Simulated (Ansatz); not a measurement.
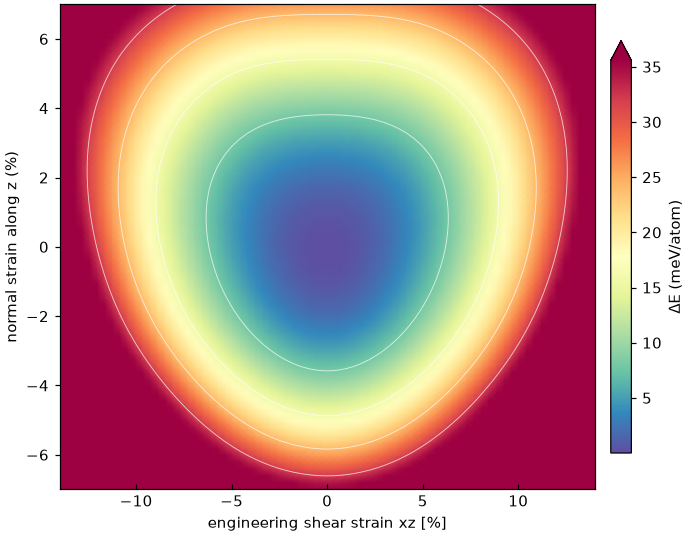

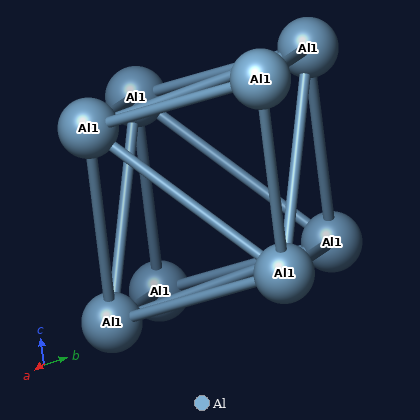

Energy landscape of Al (Fm-3m, No. 225; 1 atom in the cell). The energy is mapped over two homogeneous strains (x, y and z along the cube axes). First axis: engineering shear strain xz. Second axis: normal strain along z. Nothing is relaxed (symmetry fixes all fractional coordinates). The scan uses a 7 × 7 grid; 28 points were computed and 21 follow by symmetry. Points are written as (first, second). Energies are in meV/atom, from the lowest grid point. These are results of DFT PBE+D3(BJ), scalar-relativistic, plane waves, PAW (Ansatz), not measurements. Settings: cutoff 420 eV, k-mesh 20×20×20, gaussian smearing 0.15 eV, no spin polarisation.

Drawn: a smooth colour map with a few white contour lines, one colour for all values above the top of the scale. Between grid points the surface is interpolated. The second picture is the structure at the lowest point

Question: Summarise what can be read from the map.

Answer: The lowest grid point is at (0.0 %, 0.00 %). No other kind of well shows on this grid. The highest grid point, (−14.0 %, −7.00 %), lies 114 meV/atom above the lowest. Round the minimum the two coordinates are nearly uncoupled.

Grid values (meV/atom):

| normal strain along z ↓, engineering shear strain xz → | −14.0 | −9.3 | −4.7 | 0.0 | 4.7 | 9.3 | 14.0 |
| --- | --- | --- | --- | --- | --- | --- | --- |
| 7.00 | 50 | 35 | 27 | 26 | 27 | 35 | 50 |
| 4.67 | 42 | 24 | 14 | 12 | 14 | 24 | 42 |
| 2.33 | 40 | 18 | 6 | 3 | 6 | 18 | 40 |
| 0.00 | 45 | 18 | 5 | 0 | 5 | 18 | 45 |
| −2.33 | 58 | 26 | 9 | 3 | 9 | 26 | 58 |
| −4.67 | 80 | 42 | 22 | 15 | 22 | 42 | 80 |
| −7.00 | 114 | 69 | 45 | 37 | 45 | 69 | 114 |

Each point was launched as `ansatz run input.yaml --threads 1 --pin off --max-ram 2048MiB --backend cpu --events-out ev --progress --plain --runs-dir out`. The whole map (28 points run) took 11 min on 1 thread of Arm Neoverse N1, with other jobs on the host.

PAW datasets: the set soft_1.
